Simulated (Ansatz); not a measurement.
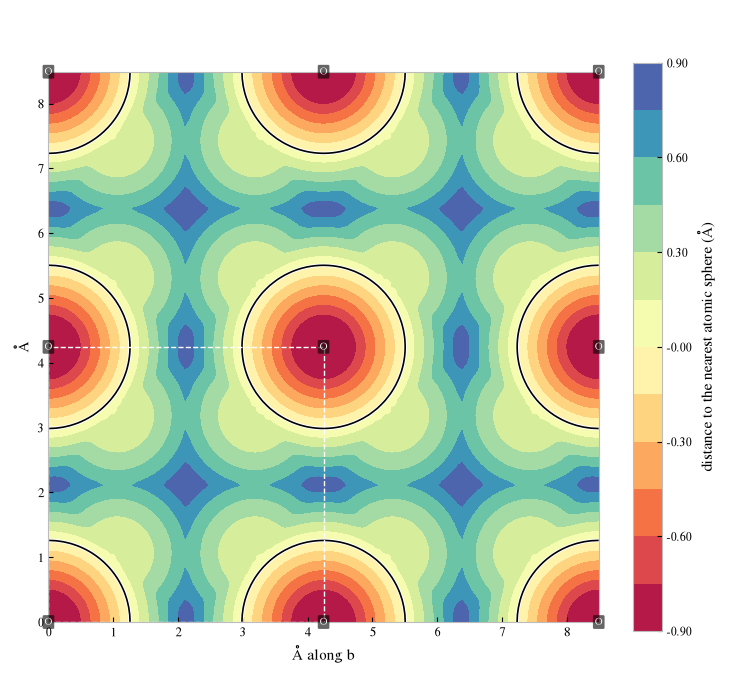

Map of the distance to the nearest atomic sphere in Cu₂O in space group Pn-3m, computed on the section x = 0.000 (parallel to b and c; the dashed line is one cell). The black line marks the spheres' surfaces; positive values are empty space; unlabelled circles belong to atoms above or below the section.

Atoms are hard spheres with Shannon crystal radii (six-coordinate where tabulated): Cu 0.91 Å, O 1.26 Å.

Source of the atomic positions: a calculation's input that goes back to an entry of the Crystallography Open Database (an earlier step may have relaxed or displaced it).

```cif
data_structure
_symmetry_space_group_name_H-M 'Pn-3m:1'
_symmetry_Int_Tables_number 224
_cell_length_a 4.2461
_cell_length_b 4.2461
_cell_length_c 4.2461
_cell_angle_alpha 90.000
_cell_angle_beta 90.000
_cell_angle_gamma 90.000
_cell_volume 76.55
loop_
_atom_site_label
_atom_site_type_symbol
_atom_site_symmetry_multiplicity
_atom_site_Wyckoff_symbol
_atom_site_fract_x
_atom_site_fract_y
_atom_site_fract_z
_atom_site_occupancy
Cu1 Cu 4 c 0.75000 0.75000 0.75000 1
O1 O 2 a 0.50000 0.50000 0.50000 1
```

Q: Where is the largest hole in this section, and how large is it?

A: At 0.000, 0.500, 0.000 (fractional), where the distance reaches 0.86 Å; it is enclosed by 4 Cu + 2 O. It is the largest hole of the crystal.

Q: How much of the crystal lies outside the spheres?

A: About 63 % of the cell's volume, and 72 % of this section's area.

Q: What can pass through?

A: The largest sphere that fits anywhere has a diameter of 1.73 Å; the largest that can travel through the crystal, about 1.4 Å.
